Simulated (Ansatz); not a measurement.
# Calculations on SnO2

Part 1: Relaxation

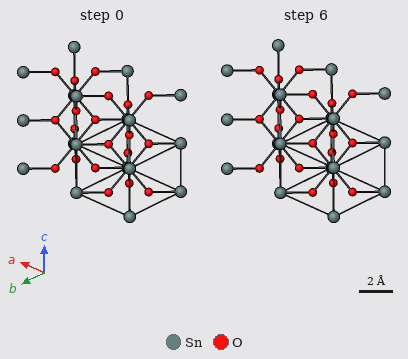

The structure of a crystal of SnO₂ (set up in Pnnm) before (left) and after (right) a relaxation, at one scale.

The picture is a ball-and-stick view of the cell of the calculation, repeated 2 × 1 × 2 with one cell outlined, seen from a free direction.

Case: biaxial strain in the a-b plane of -6.0 %; c and atoms relaxed.

These are results of DFT PBEsol, scalar-relativistic, plane waves, PAW in Ansatz 0.2.0, not measurements. (plane-wave cutoff 420 eV; k-point mesh 6 × 6 × 8; occupations gaussian; smearing width 0.02 eV; no spin polarisation; cell relaxed at fixed a, b, gamma; force threshold 0.008 eV/Å; at most 40 steps)

Q: What changed between the two?

A: The largest moves relative to the cell, 0.010 Å, are those of O atoms. Sn stays in place. The drawn cell changes as follows: a unchanged at 4.483 Å, b unchanged at 4.484 Å, c 3.328 → 3.385 Å (+1.7 %); the volume changes by +1.7 %. Some distances before and after: O–Sn 2.063 → 2.080 Å, O–Sn 1.951 → 1.961 Å. The space group stays P4_2/mnm (No. 136). The energy falls by 4.7 meV per atom in 4 accepted moves (6 points after the start). Largest force component: 0.14 eV/Å at the start, 0.00016 eV/Å at the end. Pressure: 18.51 GPa at the start and 13.44 GPa at the end. At 2 points the geometry stayed and the basis and grid were re-selected for the new cell (energy shift of 1.3 meV per atom at most each time).

Part 2: Relaxation

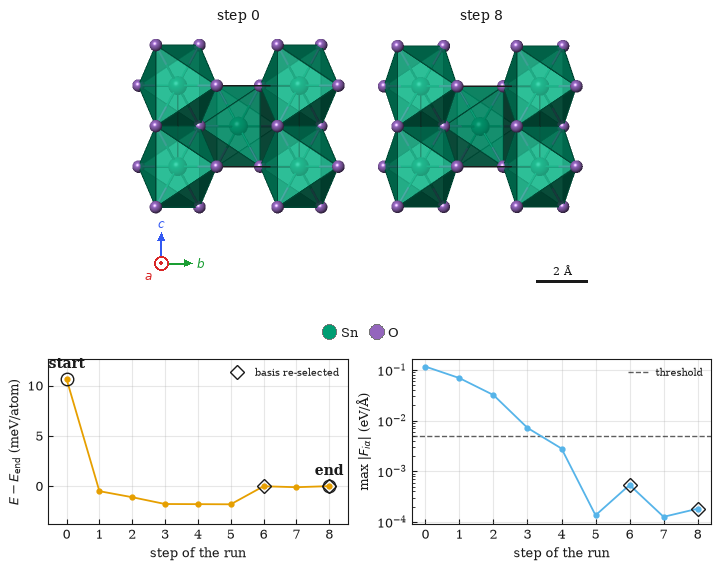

First and last geometry of a relaxation of a crystal of SnO2 (set up in Pnnm), with the history of the run. A polyhedral model of the cell of the calculation, seen along the a axis.

All numbers below come from DFT PBEsol, scalar-relativistic, plane waves, PAW in Ansatz.

Input file:
```yaml
crystal:
  lattice:
    - [4.788004, 0.0, 0.0]
    - [0.0, 4.866582, 0.0]
    - [0.0, 0.0, 3.240898]
  atoms:
    - { symbol: Sn, position: [0.5, 0.5, 0.5] }
    - { symbol: Sn, position: [0.0, 0.0, 0.0] }
    - { symbol: O, position: [0.291855, 0.321042, 0.0] }
    - { symbol: O, position: [0.791855, 0.178958, 0.5] }
    - { symbol: O, position: [0.208145, 0.821042, 0.5] }
    - { symbol: O, position: [0.708145, 0.678958, 0.0] }
basis:
  ecutwfc: 420
kpoints:
  mp_grid: { grid: [6, 6, 8] }
hamiltonian:
  xc: pbesol
scf:
  occupations: { method: gaussian, width: 0.02 }
output:
  forces: true
  stress: true
  eigenvalues: true
relax:
  adjacent_minimum: "off"
  f_tol: 0.005
  max_steps: 80
  cell: { stress_tol: 0.05 }
```

Run as
```bash
ansatz run input.yaml --threads 1 --pin off --max-ram 2560MiB --backend cpu --events-out ev --progress --plain --runs-dir out
```

### What do the curves and the structures tell?

It converged. The largest moves relative to the cell, 0.098 Å, are those of O3, O4, O5 and O6. O3 goes along [1 −1 0]. Sn stays in place. The volume changes by −3.3 %, with a 4.788 → 4.769 Å (−0.4 %), b 4.867 → 4.770 Å (−2.0 %), c 3.241 → 3.212 Å (−0.9 %). Among the contacts that change: Sn1–O4 2.096 → 2.066 Å, Sn1–O3 2.092 → 2.070 Å. The space group (tolerance 0.01 Å) goes from Pnnm (No. 58) to P4_2/mnm (No. 136). After 6 accepted moves (8 points after the start) the energy has fallen by 10.7 meV per atom. Largest force component: 0.12 eV/Å at the start, 0.00018 eV/Å at the end. Pressure: −6.33 GPa at the start and −0.01 GPa at the end. At 2 points the geometry stayed and the basis and grid were re-selected for the new cell (energy shift of 1.8 meV per atom at most each time).

Part 3: A change

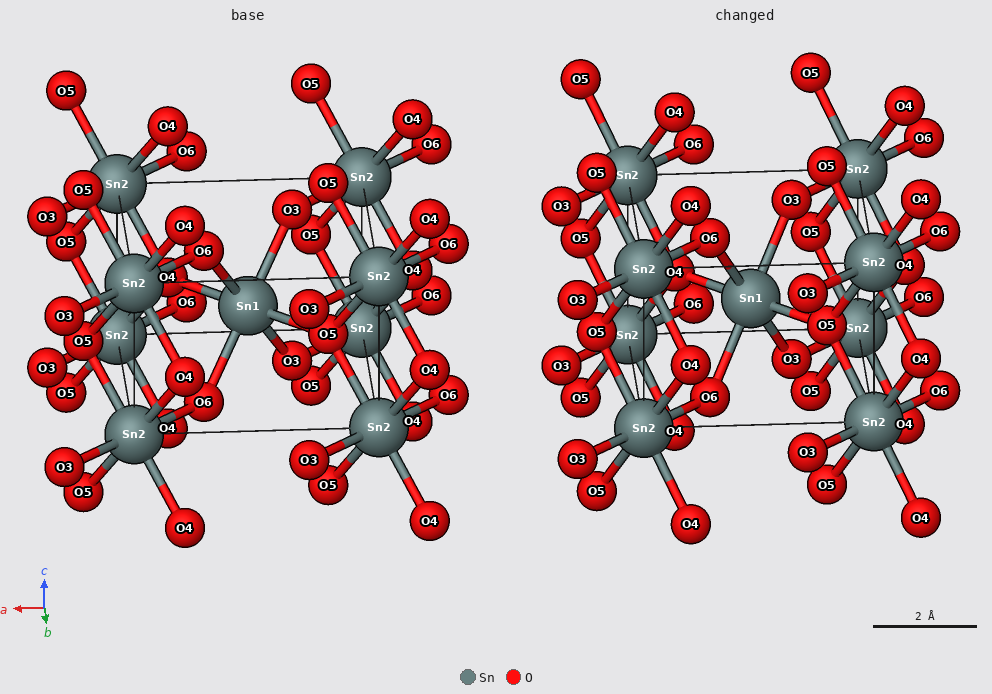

Left: solid SnO₂. Right: the same structure after one change, at the same scale. A ball-and-stick model of the cell of the calculation, seen from a free direction.

Level of theory: Ansatz 0.2.0, DFT PBEsol, scalar-relativistic, plane waves, PAW. Set-up: plane-wave cutoff 420 eV; k-point mesh 6 × 6 × 8; occupations gaussian; smearing width 0.02 eV; no spin polarisation.

Which change leads from the left to the right?

Biaxial strain in the a–b plane, −6.0 %, is applied. The c axis and the atoms are relaxed.

How do the computed properties respond?

It costs 87.5 meV per atom. Pressure: 0.0 GPa before, 13.4 GPa after. The principal stresses (compression positive) are 0.0 GPa along c and 20.2 GPa across it. The drawn cell changes as follows: a 4.769 → 4.483 Å (−6.0 %), b 4.770 → 4.484 Å (−6.0 %), c 3.212 → 3.385 Å (+5.4 %); the volume changes by −6.9 %. The largest moves relative to the cell, 0.019 Å, are those of O3, O4, O5 and O6. O4 goes along [1 −1 0]. Sn stays in place. Some distances before and after: O–Sn 2.069 → 1.961 to 2.080 Å. The space group stays P4_2/mnm (No. 136).

Part 4: Series

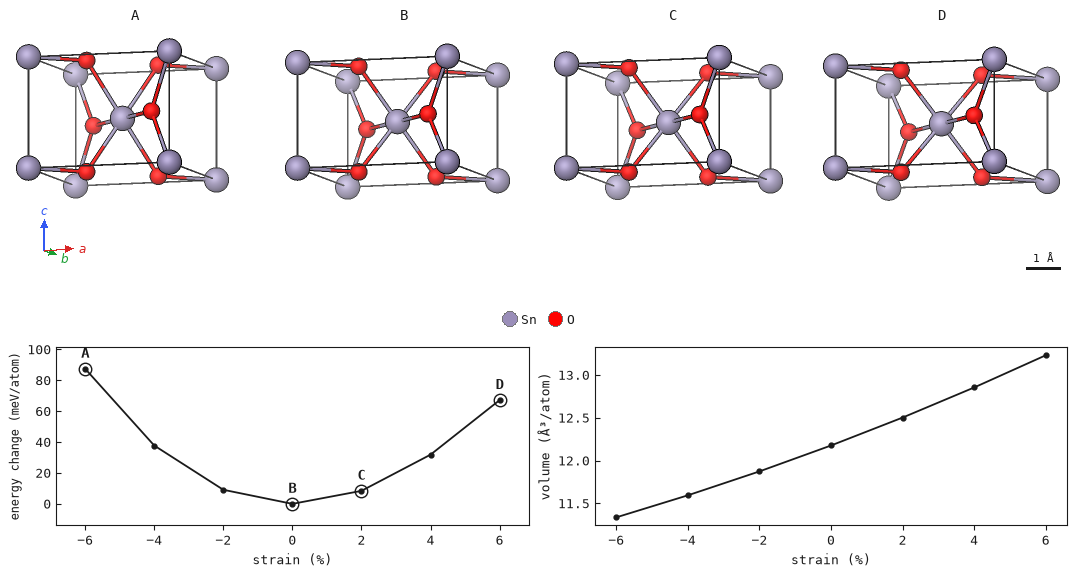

Members of a series of calculations on a crystal of SnO$_{2}$ (set up in Pnnm), marked on the first curve. Style: ball-and-stick. Shown: the cell of the calculation, from a free direction.

These are results of DFT PBEsol, scalar-relativistic, plane waves, PAW in Ansatz, not measurements. Set-up: plane-wave cutoff 420 eV; k-point mesh 6 × 6 × 8; occupations gaussian; smearing width 0.02 eV; no spin polarisation.

**Describe the series.**

Biaxial strain in the a–b plane, c and atoms relaxed. A (strain −6.0 %): energy change 87.5 meV/atom, volume 11.34 Å³ per atom. B (strain 0.0 %): energy change 0.0 meV/atom, volume 12.18 Å³ per atom. C (strain 2.0 %): energy change 8.4 meV/atom, volume 12.50 Å³ per atom. D (strain 6.0 %): energy change 67.2 meV/atom, volume 13.23 Å³ per atom. The rest compares A with D. The volume changes by +16.7 %, with a 4.483 → 5.055 Å (+12.8 %), b 4.484 → 5.056 Å (+12.8 %), c 3.385 → 3.106 Å (−8.2 %). Some distances before and after: O–Sn 1.961 → 2.211 Å, O–Sn 2.080 → 2.067 Å.

Part 5: Series

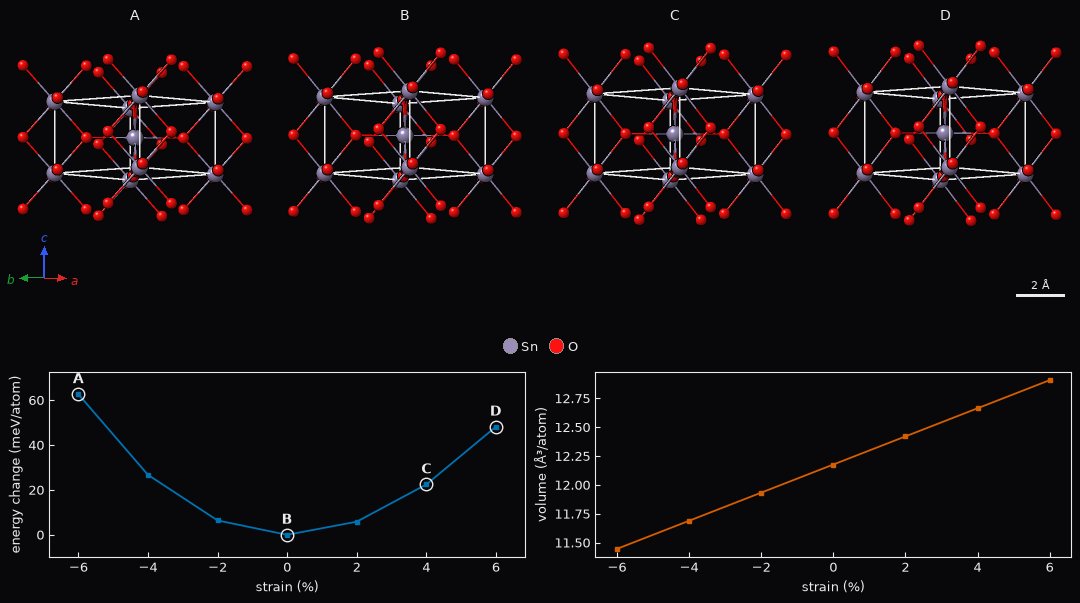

Members of a series of calculations on solid SnO$_{2}$ (set up in Pnnm), marked on the first curve. The picture is a ball-and-stick view of the cell of the calculation, seen from a free direction.

The calculation used Ansatz, DFT PBEsol, scalar-relativistic, plane waves, PAW. Settings: plane-wave cutoff 420 eV; k-point mesh 6 × 6 × 8; occupations gaussian; smearing width 0.02 eV; no spin polarisation.

**Which kind of strain is it, and how does the structure respond?**

Strain along c alone, the other axes held, atoms relaxed. A (strain −6.0 %): energy change 62.6 meV/atom, volume 11.45 Å³ per atom. B (strain 0.0 %): energy change 0.0 meV/atom, volume 12.18 Å³ per atom. C (strain 4.0 %): energy change 22.4 meV/atom, volume 12.66 Å³ per atom. D (strain 6.0 %): energy change 48.2 meV/atom, volume 12.91 Å³ per atom. The rest compares A with D. Cell: a unchanged at 4.769 Å, b unchanged at 4.770 Å, c 3.019 → 3.405 Å (+12.8 %). Volume +12.8 %. Among the bonded contacts that change: O–Sn 2.013 → 2.139 Å, O–Sn 2.041 → 2.077 Å.
